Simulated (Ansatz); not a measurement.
# Run report: Zn$_{23}$O$_{25}$, geometry relaxation (part 3 of 3)

The same run, continued: Zn$_{23}$O$_{25}$ (defect cell, 48 atoms in the cell); DFT PBE, scalar-relativistic, plane waves, PAW, no spin polarisation (Ansatz 0.2.0); cutoff 420 eV, 2×2×2 k-mesh, Gaussian smearing of 0.01 eV. The structure derives from a Materials Project entry. It belongs to a series of runs on one base structure; here: O on a Zn site (b), charge +0, atoms relaxed at the host's cell.

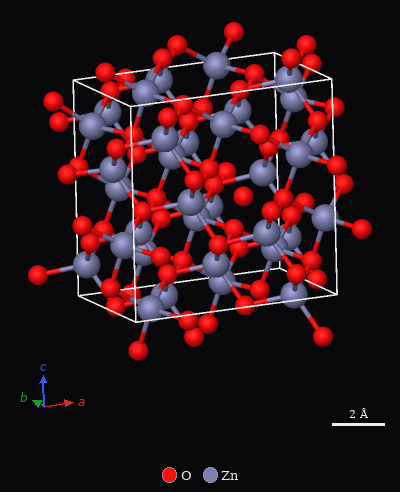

Figure 1. The geometry at step 8 of the log (ball-and-stick view of the cell of the calculation, seen slightly off an axis; bonded neighbours outside the cell are drawn too).

**Output, continued**
```
  k-point 1: bands = ["-13.0417", "-11.2431", "-11.1847", "-11.0811", "-10.9889", "-10.9494", "-10.8848", "-10.8212", "-10.7956", "-10.7427", ... 51 levels left out ..., "1.1481", "1.1675", "1.1817", "1.1984", "1.2093", "1.2272", "1.2375", "1.2489", "1.2612", "1.2694", "1.2945", "1.3026", "1.3191", "1.3290", "1.3399", "1.3478", "1.3663", "1.3974", "1.4006", "1.4151", "1.4280", "1.4385", "1.4617", "1.4876", "1.5068", "1.5165", "1.5407", "1.5587", "1.5800",
      "1.5849", "1.6220", "1.6522", "1.6874", "1.7298", "1.8092", "1.8859", "1.9123", "1.9215", "1.9319", "1.9337", "1.9491", "1.9701", "1.9763", "1.9901", "2.0076", "2.0153", "2.0324", "2.0401", "2.0482", "2.0549", "2.0652", "2.0830", "2.0895", "2.0961", "2.1017", "2.1094", "2.1261", "2.1417", "2.1496", "2.1630", "2.1699", "2.1823", "2.1839", "2.2030", "2.2115", "2.2291", "2.2343", "2.2502", "2.2651",
      "2.2741", "2.2965", "2.3113", "2.3283", "2.3680", "2.3791", "2.3934", "2.4071", "2.4228", "2.4471", "2.4604", "2.4942", "2.5412", "2.6772", "2.7196", "2.7651", "2.8365", "2.8752", "2.8882", "2.9387", "3.0598", "3.0965", "3.1259", "3.1926", "3.2426", "3.2785", "3.2910", "3.3306", "3.3834", "3.4749", "3.5370", "3.6976", "3.8010", "3.8885", "3.9692", "3.9994", "4.0705", "4.1414", "4.1782", "4.2715",
      "4.3015", "4.3635", "4.4064", "4.4537", "4.4927", "4.5625", "4.6286", "4.7217", "4.7307", "4.8226", "4.8653", "4.9073", "4.9374", "4.9830", "5.0275", "5.0525", "5.1304", "5.1506", "5.1767", "5.2137", "5.2338", "5.2818", "5.3163", "5.3597", "5.3956", "5.4255", "5.4435", "5.5130", "5.5262", "5.5650", "5.5969", "5.6606", "5.7187", "5.7618", "5.8295", "5.8835", "5.9057", "5.9625", "6.0601", "6.0943",
      "6.2481", "6.3122", "6.4250", "7.8628", "7.9218", "8.7349", "10.0530", "10.1163", "10.3109", "11.0178", "11.3700", "11.4938", "11.8325", "11.9753", "12.3070", "12.4074", "12.4147", "12.4561", "12.5710", "12.6063", "12.7397", "12.8491", "13.1620", "13.3422", "13.7491", "13.8359", "13.8942", "13.9762", "14.1016", "14.3011", "14.4612", "14.4835", "14.6411", "14.6845", "14.7651", "14.8173", "14.8786", "14.9098", "14.9621", "14.9845",
      "15.0066", "15.0467", "15.0880", "15.1488", "15.2240", "15.2782", "15.2982", "15.8639", "16.1325", "16.1965", "16.4031"]
--- Relaxed structure (12 steps of the walk, 11 accepted, 0 SCFs on fresh bases) ---
  F+E_penalty+E_count = -90523.70539543 eV   max|allowed force component| = 1.174e-2 eV/Å
  atoms:
    - { symbol: O, position: [0.6334577519581316, 0.3001244186247982, 0.4667910852914649] }
    - { symbol: Zn, position: [-0.01081339780737961, 0.6558532688592871, 0.8225199355259538] }
    - { symbol: Zn, position: [0.3428598258940831, 0.5039255196133724, 0.665362648975654] }
    - { symbol: Zn, position: [0.8372588529467055, 0.4986959823089874, 0.17619315922741652] }
    - { symbol: Zn, position: [0.16969805730849918, 0.33099392757985, 0.0006322027797519003] }
    - { symbol: Zn, position: [0.5005883332048855, 0.6651957388441685, 0.3363704078369747] }
    - { symbol: Zn, position: [0.8320293156423206, 0.009526492560749777, 0.670592186280039] }
    - { symbol: Zn, position: [0.16729886944641853, 0.8363647239751658, 0.4976605942465166] }
    - { symbol: Zn, position: [0.5030370745036412, 0.16725499987155196, 0.831862405510835] }
    - { symbol: Zn, position: [0.6643272609131832, 0.8339655361130853, 0.0030313906418323877] }
    - { symbol: Zn, position: [-0.0014709278224981914, 0.1697037411703081, 0.33392166653821875] }
    - { symbol: Zn, position: [0.3275632666902249, -0.00577006664310839, 0.1608966000235582] }
    - { symbol: Zn, position: [0.3338047441359548, 0.16382756924935152, 0.4937267463127332] }
    - { symbol: Zn, position: [0.6695290775526965, 0.5018522447133793, 0.8392236484197971] }
    - { symbol: Zn, position: [0.00589031508646376, 0.33619574421936316, 0.6685189113800459] }
    - { symbol: Zn, position: [0.49716090258268486, 0.32706007964606654, 0.16713807746928816] }
    - { symbol: Zn, position: [0.8337780692936023, 0.16935906717730342, 0.0004593523485482143] }
    - { symbol: Zn, position: [0.16712601901521487, 0.500444735960269, 0.33602573384397005] }
    - { symbol: Zn, position: [0.5026924005106368, 0.8337926856818816, 0.6671114026269355] }
    - { symbol: Zn, position: [0.8351855780467126, 0.6725569817531304, 0.5028624108860298] }
    - { symbol: Zn, position: [0.16472432937101517, -0.005289179679638045, 0.8300535717251244] }
    - { symbol: Zn, position: [0.3280441536536952, 0.6633869050584575, -0.001942337295651464] }
    - { symbol: Zn, position: [0.6603934129793998, 0.00047141080262164126, 0.3304942359160182] }
    - { symbol: Zn, position: [-0.0032797616082090864, 0.8313909960376817, 0.1613774869870285] }
    - { symbol: O, position: [0.8331375141515284, 0.4998041808181949, 0.6664708474848616] }
    - { symbol: O, position: [0.12206615819968869, 0.7887328248663554, 0.955399491533022] }
    - { symbol: O, position: [0.46413342893524173, 0.6279670670327284, 0.7948531137428255] }
    - { symbol: O, position: [0.9613004003660619, 0.6281864470761587, 0.29746676226857505] }
    - { symbol: O, position: [0.2935577916088466, 0.4578232172394753, 0.13010846073157425] }
    - { symbol: O, position: [0.6266970692615481, 0.7935971325447272, 0.4583576276461995] }
    - { symbol: O, position: [0.9615197804094922, 0.1308000956019083, 0.7946337336993952] }
    - { symbol: O, position: [0.29677512739824113, 0.9602244582755135, 0.6244898839061421] }
    - { symbol: O, position: [0.6250242943128662, 0.29336373592821485, 0.9602637992113938] }
    - { symbol: O, position: [0.7911565505728089, 0.9634417940649077, 0.12689112494218002] }
    - { symbol: O, position: [0.1269304658780604, 0.29169096097953273, 0.46003040259488126] }
    - { symbol: O, position: [0.4529424171110594, 0.11960908377772597, 0.28627575044439285] }
    - { symbol: O, position: [0.46478079096953734, 0.29135936219301123, 0.6176123220636955] }
    - { symbol: O, position: [0.7920395885904133, 0.6286739251930076, 0.9769221778343178] }
    - { symbol: O, position: [0.14358884450098447, 0.45870625525708, 0.7953405918596747] }
    - { symbol: O, position: [0.6246926955263445, 0.4509456553970287, 0.29811412430287076] }
    - { symbol: O, position: [0.9610873719829203, 0.2940318409131948, 0.12724245092701414] }
    - { symbol: O, position: [0.29390911759368077, 0.6277540386495868, 0.4606985075798614] }
    - { symbol: O, position: [0.6273651742465284, 0.9605757842603475, 0.7944207053162539] }
    - { symbol: O, position: [0.9620072585263412, 0.8102555111676512, 0.6253729219237467] }
    - { symbol: O, position: [0.29483926800048726, 0.12399333305853338, 0.9537730465703405] }
    - { symbol: O, position: [0.4573266663918667, 0.7871063799036739, 0.12817260133382063] }
    - { symbol: O, position: [0.7842789887303622, 0.1314474576362039, 0.4580260288596778] }
    - { symbol: O, position: [0.12043971323700725, 0.9615059346671538, 0.2906599997252002] }
```

**Trajectory as extended XYZ (Å, eV, eV/Å), 4 of the 12 frames kept, from step=1 to step=12**
```
48
Lattice="3.2794 -5.6801 5.2932 3.2794 5.6801 5.2932 -6.5588 0.0000 5.2932" Properties=species:S:1:pos:R:3:forces:R:3 step=1 energy=-90522.11203
O     0.0000   -1.8934    7.9430    0.0000   0.0000  -0.4596
Zn   -3.2794    3.7867    7.9430    0.0000   0.0000   0.0132
Zn   -1.6397    0.9467    7.9430    0.1633  -0.1645   0.0519
Zn    3.2794   -1.8934    7.9430   -0.2242  -0.0592   0.0519
Zn    1.6397    0.9467    2.6498   -0.0456   0.0021  -0.0017
Zn    1.6397    0.9467    7.9430   -0.1443  -0.1394   0.0426
Zn   -1.6397   -4.7334    7.9430    0.0608   0.2237   0.0519
Zn    0.0000    3.7867    7.9430    0.0209  -0.0405  -0.0017
Zn   -3.2794   -1.8934    7.9430    0.1929  -0.0552   0.0426
Zn    4.9191    0.9467    7.9430    0.0246   0.0384  -0.0017
Zn   -1.6397    0.9467    2.6498   -0.0486   0.1947   0.0426
Zn    0.0000   -1.8934    2.6498    0.0000   0.0000   0.0945
Zn   -1.6397   -0.9467    5.2964    0.2252  -0.1088   0.1456
Zn   -1.6397   -0.9467   10.5895    0.1165  -0.0648  -0.2401
Zn   -3.2794    1.8934    5.2964   -0.0021   0.1333  -0.2401
Zn    1.6397   -0.9467    5.2964   -0.2069  -0.1406   0.1456
Zn    3.2794   -3.7867    5.2964    0.0197   0.0162   0.0045
Zn    0.0000    1.8934    5.2964   -0.0239   0.0090   0.0045
Zn    0.0000    1.8934   10.5895    0.0042  -0.0252   0.0045
Zn    1.6397   -0.9467   10.5895   -0.1144  -0.0685  -0.2401
Zn   -4.9191   -0.9467    5.2964    0.0005   0.0252  -0.0129
Zn    3.2794    1.8934    5.2964    0.0216  -0.0131  -0.0129
Zn    0.0000   -3.7867    5.2964   -0.0184   0.2495   0.1456
Zn    1.6397    4.7334    5.2964   -0.0221  -0.0121  -0.0129
O     0.0000   -1.8934    9.9496    0.0000   0.0000   1.0892
O    -3.2794    3.7867    9.9496    0.0000   0.0000  -0.0156
O    -1.6397    0.9467    9.9496   -0.0454   0.0332   0.0095
O     3.2794   -1.8934    9.9496    0.0514   0.0227   0.0095
O     1.6397    0.9467    4.6565    0.0065  -0.0041   0.0089
O     1.6397    0.9467    9.9496    0.0421   0.0226   0.0320
O    -1.6397   -4.7334    9.9496   -0.0061  -0.0559   0.0095
O     0.0000    3.7867    9.9496    0.0003   0.0077   0.0089
O    -3.2794   -1.8934    9.9496   -0.0406   0.0252   0.0320
O     4.9191    0.9467    9.9496   -0.0068  -0.0036   0.0089
O    -1.6397    0.9467    4.6565   -0.0015  -0.0477   0.0320
O     0.0000   -1.8934    4.6565    0.0000   0.0000  -0.1985
O    -1.6397   -0.9467    7.3030   -0.6196   0.3866  -0.2063
O    -1.6397   -0.9467   12.5962   -0.0558  -0.0140  -0.0154
O    -3.2794    1.8934    7.3030    0.0400  -0.0413  -0.0154
O     1.6397   -0.9467    7.3030    0.6447   0.3433  -0.2063
O     3.2794   -3.7867    7.3030    0.0434  -0.0194   0.0151
O     0.0000    1.8934    7.3030   -0.0049   0.0473   0.0151
O     0.0000    1.8934   12.5962   -0.0385  -0.0279   0.0151
O     1.6397   -0.9467   12.5962    0.0158   0.0553  -0.0154
O    -4.9191   -0.9467    7.3030    0.0425  -0.0048  -0.0079
O     3.2794    1.8934    7.3030   -0.0254  -0.0344  -0.0079
O     0.0000   -3.7867    7.3030   -0.0250  -0.7299  -0.2063
O     1.6397    4.7334    7.3030   -0.0171   0.0392  -0.0079
48
Lattice="3.2794 -5.6801 5.2932 3.2794 5.6801 5.2932 -6.5588 0.0000 5.2932" Properties=species:S:1:pos:R:3:forces:R:3 step=5 energy=-90523.53660
O     0.0000   -1.8934    7.3177    0.0000   0.0000   0.8651
Zn   -3.2794    3.7867    7.9277    0.0000   0.0000  -0.2023
Zn   -1.5997    0.9202    7.9762   -0.0847   0.2474   0.0979
Zn    3.2365   -1.9147    7.9762    0.2565  -0.0504   0.0979
Zn    1.6516    0.9353    2.6605    0.0497   0.0236  -0.0069
Zn    1.6041    0.9233    7.9689    0.0417   0.2111   0.1099
Zn   -1.6367   -4.6855    7.9762   -0.1719  -0.1970   0.0979
Zn    0.0039    3.8027    7.9537   -0.0452   0.0312  -0.0069
Zn   -3.2414   -1.9125    7.9689   -0.2036  -0.0694   0.1099
Zn    4.9033    0.9420    7.9537   -0.0044  -0.0548  -0.0069
Zn   -1.6421    0.9892    2.6757    0.1620  -0.1416   0.1099
Zn    0.0000   -1.8934    2.6076    0.0000   0.0000  -0.0880
Zn   -1.5987   -0.9671    5.2874   -0.1673   0.1014  -0.2960
Zn   -1.6293   -0.9634   10.6041    0.2265  -0.1255  -0.0662
Zn   -3.2701    1.9107    5.3109   -0.0046   0.2589  -0.0662
Zn    1.6015   -0.9720    5.2874    0.1715   0.0941  -0.2960
Zn    3.2855   -3.7847    5.3091    0.0229  -0.0245  -0.0148
Zn   -0.0048    1.8977    5.3091    0.0097   0.0320  -0.0148
Zn   -0.0013    1.8870   10.6022   -0.0326  -0.0076  -0.0148
Zn    1.6200   -0.9473   10.6041   -0.2219  -0.1334  -0.0662
Zn   -4.9071   -0.9496    5.2920   -0.0310  -0.0052  -0.0559
Zn    3.2708    1.8844    5.2920    0.0110   0.0295  -0.0559
Zn   -0.0028   -3.7410    5.2874   -0.0042  -0.1956  -0.2960
Zn    1.6362    4.7453    5.2920    0.0201  -0.0243  -0.0559
O     0.0000   -1.8934   10.1979    0.0000   0.0000   0.2981
O    -3.2794    3.7867    9.9495    0.0000   0.0000   0.0749
O    -1.6399    0.9405    9.9685   -0.0244   0.0352  -0.0109
O     3.2741   -1.8901    9.9685    0.0427   0.0036  -0.0109
O     1.6277    0.9323    4.6691   -0.0359  -0.0177   0.0464
O     1.6454    0.9560    9.9645    0.0777   0.0438  -0.0455
O    -1.6342   -4.7305    9.9685   -0.0182  -0.0387  -0.0109
O     0.0185    3.7835    9.9623    0.0333  -0.0223   0.0464
O    -3.2903   -1.8931    9.9645   -0.0767   0.0454  -0.0455
O     4.9126    0.9643    9.9623    0.0026   0.0400   0.0464
O    -1.6345    0.9371    4.6714   -0.0009  -0.0892  -0.0455
O     0.0000   -1.8934    4.5848    0.0000   0.0000  -0.1757
O    -1.6007   -0.9671    7.2872    0.2713  -0.1790  -0.2055
O    -1.6858   -0.9541   12.6338   -0.1899   0.0425   0.2145
O    -3.2498    1.8571    7.3406    0.0581  -0.1858   0.2145
O     1.6025   -0.9703    7.2872   -0.2906  -0.1454  -0.2055
O     3.2846   -3.7921    7.3200   -0.0443   0.0061  -0.0337
O     0.0020    1.9006    7.3200    0.0169  -0.0414  -0.0337
O    -0.0073    1.8915   12.6131    0.0274   0.0353  -0.0337
O     1.6563   -0.9030   12.6338    0.1318   0.1432   0.2145
O    -4.8861   -0.9615    7.3029    0.1048  -0.0215   0.0090
O     3.2501    1.8723    7.3029   -0.0710  -0.0800   0.0090
O    -0.0018   -3.7427    7.2872    0.0194   0.3244  -0.2055
O     1.6361    4.7693    7.3029   -0.0337   0.1015   0.0090
48
Lattice="3.2794 -5.6801 5.2932 3.2794 5.6801 5.2932 -6.5588 0.0000 5.2932" Properties=species:S:1:pos:R:3:forces:R:3 step=8 energy=-90523.67627
O     0.0000   -1.8934    7.3995    0.0000   0.0000  -0.0349
Zn   -3.2794    3.7867    7.8684    0.0000   0.0000   0.0262
Zn   -1.5950    0.9246    7.9967    0.0245  -0.0333  -0.0089
Zn    3.2379   -1.9211    7.9967   -0.0410  -0.0046  -0.0089
Zn    1.6516    0.9299    2.6563   -0.0259  -0.0217  -0.0009
Zn    1.6043    0.9321    7.9719    0.0092  -0.0183  -0.0255
Zn   -1.6429   -4.6836    7.9967    0.0166   0.0378  -0.0089
Zn    0.0086    3.8054    7.9494    0.0317  -0.0115  -0.0009
Zn   -3.2490   -1.9167    7.9719    0.0113   0.0172  -0.0255
Zn    4.8986    0.9447    7.9494   -0.0059   0.0333  -0.0009
Zn   -1.6346    0.9846    2.6787   -0.0205   0.0012  -0.0255
Zn    0.0000   -1.8934    2.5635    0.0000   0.0000  -0.0192
Zn   -1.6078   -0.9663    5.2468   -0.0055   0.0030   0.0112
Zn   -1.6253   -0.9682   10.6221   -0.1079   0.0525   0.0031
Zn   -3.2680    1.9166    5.3290    0.0085  -0.1197   0.0031
Zn    1.6067   -0.9645    5.2468    0.0054   0.0033   0.0112
Zn    3.2900   -3.7797    5.3118   -0.0150   0.0055   0.0060
Zn   -0.0114    1.8991    5.3118    0.0028  -0.0158   0.0060
Zn    0.0008    1.8806   10.6050    0.0123   0.0103   0.0060
Zn    1.6139   -0.9484   10.6221    0.0994   0.0672   0.0031
Zn   -4.9094   -0.9558    5.2706   -0.0149  -0.0187  -0.0133
Zn    3.2667    1.8895    5.2706   -0.0087   0.0222  -0.0133
Zn    0.0011   -3.7493    5.2468    0.0001  -0.0063   0.0112
Zn    1.6427    4.7463    5.2706    0.0236  -0.0036  -0.0133
O     0.0000   -1.8934   10.3110    0.0000   0.0000   0.1769
O    -3.2794    3.7867    9.9289    0.0000   0.0000   0.0183
O    -1.6389    0.9334    9.9829    0.0086  -0.0108   0.0091
O     3.2674   -1.8874    9.9829   -0.0137  -0.0021   0.0091
O     1.6156    0.9373    4.6664   -0.0046   0.0124  -0.0029
O     1.6510    0.9479    9.9606   -0.0237  -0.0089  -0.0128
O    -1.6286   -4.7260    9.9829    0.0050   0.0129   0.0091
O     0.0202    3.7705    9.9596   -0.0084  -0.0102  -0.0029
O    -3.2861   -1.8842    9.9606    0.0196  -0.0161  -0.0128
O     4.9230    0.9722    9.9596    0.0131  -0.0022  -0.0029
O    -1.6443    0.9363    4.6675    0.0042   0.0250  -0.0128
O     0.0000   -1.8934    4.5484    0.0000   0.0000  -0.0017
O    -1.5719   -0.9854    7.2696   -0.0099   0.0094   0.0033
O    -1.7167   -0.9483   12.6710    0.0491  -0.0091  -0.0241
O    -3.2395    1.8274    7.3779   -0.0167   0.0471  -0.0241
O     1.5723   -0.9861    7.2696    0.0131   0.0039   0.0033
O     3.2856   -3.7916    7.3178    0.0028   0.0106   0.0034
O     0.0011    1.9012    7.3178   -0.0106  -0.0029   0.0034
O    -0.0073    1.8904   12.6110    0.0078  -0.0077   0.0034
O     1.6768   -0.8791   12.6710   -0.0324  -0.0380  -0.0241
O    -4.8714   -0.9657    7.2880   -0.0250   0.0041  -0.0027
O     3.2391    1.8616    7.2880    0.0161   0.0196  -0.0027
O    -0.0004   -3.7086    7.2696   -0.0032  -0.0132   0.0033
O     1.6323    4.7842    7.2880    0.0089  -0.0237  -0.0027
48
Lattice="3.2794 -5.6801 5.2932 3.2794 5.6801 5.2932 -6.5588 0.0000 5.2932" Properties=species:S:1:pos:R:3:forces:R:3 step=12 energy=-90523.70539
O     0.0000   -1.8934    7.4124    0.0000   0.0000   0.0047
Zn   -3.2794    3.7867    7.7681    0.0000   0.0000  -0.0055
Zn   -1.5870    0.9149    8.0041   -0.0003   0.0117  -0.0039
Zn    3.2255   -1.9231    8.0041    0.0103  -0.0056  -0.0039
Zn    1.6378    0.9162    2.6536   -0.0006   0.0020   0.0005
Zn    1.6169    0.9350    7.9512   -0.0015   0.0080  -0.0011
Zn   -1.6385   -4.6719    8.0041   -0.0100  -0.0061  -0.0039
Zn    0.0274    3.8003    7.9468   -0.0015  -0.0015   0.0005
Zn   -3.2579   -1.9073    7.9512   -0.0062  -0.0053  -0.0011
Zn    4.8936    0.9636    7.9468    0.0021  -0.0005   0.0005
Zn   -1.6384    0.9723    2.6580    0.0077  -0.0027  -0.0011
Zn    0.0000   -1.8934    2.5550    0.0000   0.0000   0.0010
Zn   -1.6063   -0.9655    5.2474   -0.0008   0.0044  -0.0038
Zn   -1.6629   -0.9524   10.6425    0.0030  -0.0004   0.0064
Zn   -3.2628    1.8762    5.3493   -0.0012   0.0028   0.0064
Zn    1.6067   -0.9662    5.2474    0.0042  -0.0015  -0.0038
Zn    3.2867   -3.7739    5.3122    0.0005  -0.0062   0.0017
Zn   -0.0147    1.8933    5.3122    0.0051   0.0035   0.0017
Zn    0.0074    1.8807   10.6054   -0.0056   0.0027   0.0017
Zn    1.6463   -0.9237   10.6425   -0.0018  -0.0024   0.0064
Zn   -4.9213   -0.9657    5.2375   -0.0108  -0.0021   0.0063
Zn    3.2640    1.9048    5.2375    0.0035   0.0104   0.0063
Zn   -0.0004   -3.7484    5.2474   -0.0034  -0.0029  -0.0038
Zn    1.6573    4.7410    5.2375    0.0072  -0.0083   0.0063
O     0.0000   -1.8934   10.5832    0.0000   0.0000  -0.0031
O    -3.2794    3.7867    9.8781    0.0000   0.0000   0.0061
O    -1.6318    0.9306    9.9880    0.0029   0.0014   0.0069
O     3.2615   -1.8921    9.9880   -0.0003  -0.0032   0.0069
O     1.6107    0.9330    4.6659   -0.0055   0.0010   0.0033
O     1.6514    0.9480    9.9440    0.0050  -0.0005   0.0062
O    -1.6297   -4.7185    9.9880   -0.0026   0.0018   0.0069
O     0.0263    3.7684    9.9591    0.0019  -0.0053   0.0033
O    -3.2864   -1.8839    9.9440   -0.0021   0.0045   0.0062
O     4.9218    0.9786    9.9591    0.0036   0.0043   0.0033
O    -1.6444    0.9358    4.6509   -0.0029  -0.0041   0.0062
O     0.0000   -1.8934    4.5459    0.0000   0.0000   0.0039
O    -1.5711   -0.9850    7.2715    0.0036  -0.0051  -0.0018
O    -1.7483   -0.9279   12.6911   -0.0071   0.0015  -0.0063
O    -3.2413    1.7899    7.3979    0.0023  -0.0069  -0.0063
O     1.5722   -0.9869    7.2715   -0.0062  -0.0006  -0.0018
O     3.2815   -3.7889    7.3171   -0.0050  -0.0001  -0.0062
O     0.0009    1.8963    7.3171    0.0026  -0.0043  -0.0062
O    -0.0030    1.8927   12.6103    0.0024   0.0044  -0.0062
O     1.7103   -0.8620   12.6911    0.0048   0.0054  -0.0063
O    -4.8821   -0.9704    7.2654    0.0053  -0.0004  -0.0106
O     3.2403    1.8732    7.2654   -0.0030  -0.0044  -0.0106
O    -0.0011   -3.7081    7.2715    0.0026   0.0056  -0.0018
O     1.6417    4.7773    7.2654   -0.0023   0.0048  -0.0106
```

**Key numbers**

```tsv
quantity	value
outcome	converged
electrons treated	426
free energy	−90523.7054 eV
Fermi energy	7.144 eV
gap on the k-point mesh	1.44 eV
final volume	591.58 Å³
largest force (length of the vector) at the end	0.013 eV/Å
wall time	2.8 min (CPU time 11 min)
peak memory	2.2 GiB
```

The electronic state found may not be the lowest one.
